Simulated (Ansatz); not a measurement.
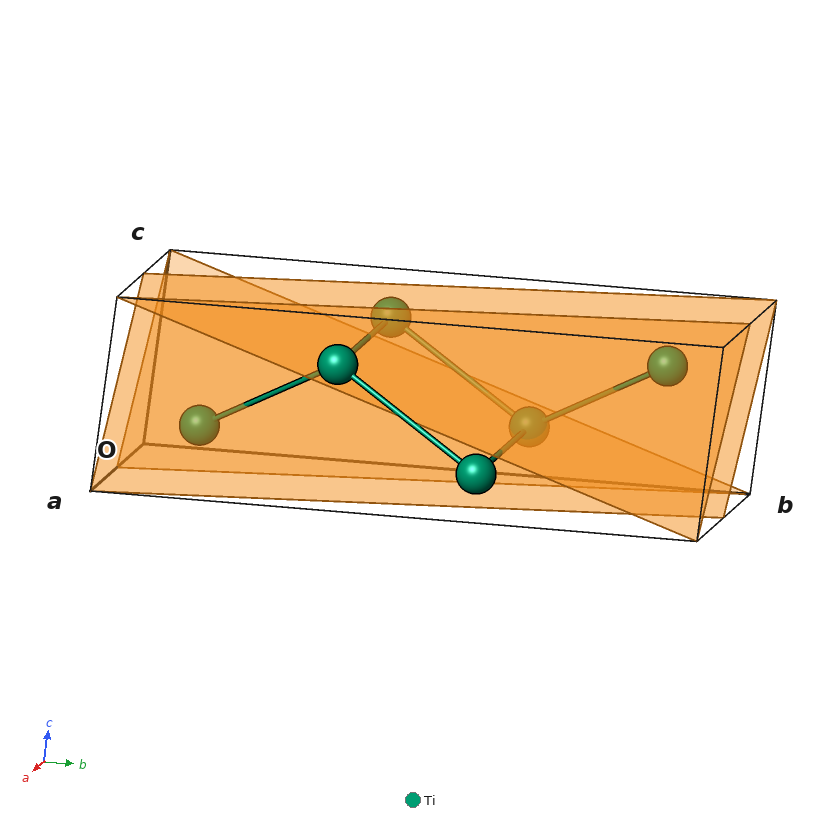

Every member of one family of equally spaced planes, hx + ky + lz = a whole number, that cuts the unit cell is shaded (one member passes through the origin O, touching the cell only at an edge or corner). Crystal: Ti, coordinates from a relaxation with DFT, r2SCAN, plane waves (500 eV) with PAW, scalar-relativistic in Ansatz; the starting structure was generated, so it need not be a known form of this composition. The drawing is computed from the coordinates (standard cell, symmetry found to 0.002 Å).

a = 2.750 Å, b = 9.596 Å, c = 3.010 Å, α = 90.00°, β = 117.15°, γ = 90.00°.

> Index the planes.

(2 1 1); the opposite sign names the same planes. The member next to the origin meets the axes a at 1/2, b at 1, c at 1.

> What is the spacing?

d = 0.955 Å.

> Which atoms of the cell lie in these planes (within 0.03 Å)?

No atom.
